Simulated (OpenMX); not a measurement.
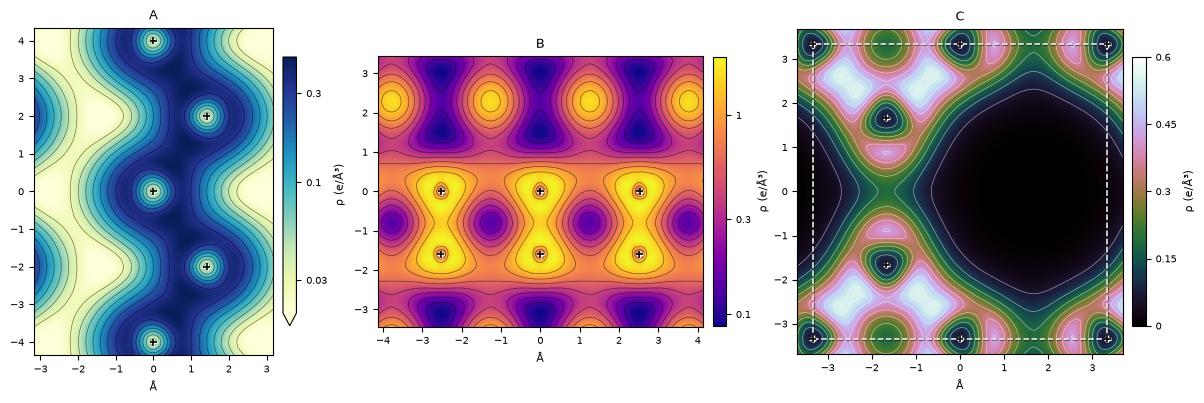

The valence pseudo-density of 3 systems, each on a plane through atoms (crosses mark nuclei in the plane).

All numbers below come from Kohn-Sham DFT of a periodic cell, PBE, OpenMX 2013 PBE set (OpenMX 3.8.5).

System 1: Si, the (010) plane of the conventional cell. Space group Im-3m; a structure from a database of computed crystals, not necessarily the ambient phase; computed pressure about 2 GPa in this cell.

```cif
data_structure
_symmetry_space_group_name_H-M 'P 1'
_symmetry_Int_Tables_number 1
_cell_length_a 6.6722
_cell_length_b 6.6722
_cell_length_c 6.6722
_cell_angle_alpha 90.000
_cell_angle_beta 90.000
_cell_angle_gamma 90.000
_cell_volume 297.03
loop_
_atom_site_label
_atom_site_type_symbol
_atom_site_fract_x
_atom_site_fract_y
_atom_site_fract_z
_atom_site_occupancy
Si1 Si 0.25000 0.00000 0.50000 1
Si2 Si 0.75000 0.50000 0.00000 1
Si3 Si 0.50000 0.00000 0.25000 1
Si4 Si 0.00000 0.50000 0.75000 1
Si5 Si 0.50000 0.25000 0.00000 1
Si6 Si 0.00000 0.75000 0.50000 1
Si7 Si 0.25000 0.50000 0.00000 1
Si8 Si 0.75000 0.00000 0.50000 1
Si9 Si 0.00000 0.25000 0.50000 1
Si10 Si 0.50000 0.75000 0.00000 1
Si11 Si 0.00000 0.50000 0.25000 1
Si12 Si 0.50000 0.00000 0.75000 1
```

System 2: Ge, the (110) plane of the conventional cell. Space group Fd-3m; computed pressure about 6 GPa in this cell.

```yaml
crystal:
  lattice:
    - [5.65782, 0.00000, 0.00000]
    - [0.00000, 5.65782, 0.00000]
    - [0.00000, 0.00000, 5.65782]
  atoms:
    - { symbol: Ge, position: [0.25000, 0.25000, 0.25000] }
    - { symbol: Ge, position: [0.75000, 0.75000, 0.25000] }
    - { symbol: Ge, position: [0.75000, 0.25000, 0.75000] }
    - { symbol: Ge, position: [0.25000, 0.75000, 0.75000] }
    - { symbol: Ge, position: [0.00000, 0.00000, 0.00000] }
    - { symbol: Ge, position: [0.50000, 0.50000, 0.00000] }
    - { symbol: Ge, position: [0.50000, 0.00000, 0.50000] }
    - { symbol: Ge, position: [0.00000, 0.50000, 0.50000] }
```

System 3: C, the (010) plane of the standardised cell. Space group C2/m; changed on purpose from its base cell (atoms moved at random by about 0.05 A); not relaxed (largest force 1.7 eV/Å); computed pressure about 3 GPa in this cell.

```xyz
6
Lattice="1.7834 0.0000 -1.7834 -1.7834 1.7834 0.0000 3.5667 3.5667 3.5667" Properties=species:S:1:pos:R:3 pbc="T T T"
C     0.4610    0.4610    0.4610
C     2.2444    2.2444    0.4610
C     2.2443    4.0277    2.2444
C     1.3259    1.3187   -0.4538
C     1.3259    3.1020    1.3296
C     3.1093    4.8854    1.3296
```

Match each panel to its system.

Answer. Panel A is system 2, Ge: the plane holds Ge. Ge–Ge (2.45 Å): ρ at the midpoint is about 0.44 e/Å³. Panel B is system 3, C: the plane holds C. C–C (1.59 Å): the density is about 1.5 e/Å³ at the midpoint. Panel C is system 1, Si: the plane holds Si. Si–Si (2.36 Å): ρ at the midpoint is about 0.55 e/Å³.
